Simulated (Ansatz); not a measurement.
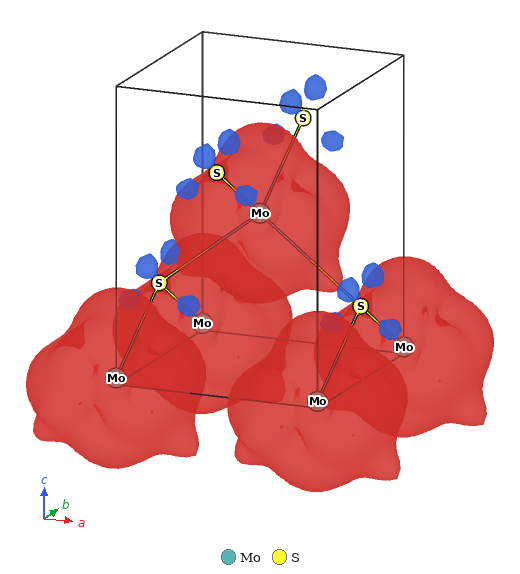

MoS. Isosurfaces of the spin density at +0.02 (red) and −0.02 e/Å³ (blue), seen slightly off an axis. Sticks mark near contacts.

Space group Imm2; started from the zincblende prototype, which need not be the ambient phase; changed on purpose from its base cell (atom 1 (Mo) moved 0.12 A along y); not relaxed (largest force 1.6 eV/Å); spin-polarised.

The calculation used DFT r2SCAN, scalar-relativistic, plane waves, PAW (Ansatz 0.2.0).

The density is the valence pseudo-density of a PAW calculation; it isn't the true density close to the nuclei.

Q: Which atoms carry the moments, and with what signs?

A: The spin density sits on Mo: +0.7 μB (×2) in one cell of 4 atoms: parallel main moments, as they must be, since the calculation's own cell holds one magnetic site. The cell of the calculation (2 atoms) carries 1.1 μB of net spin moment.
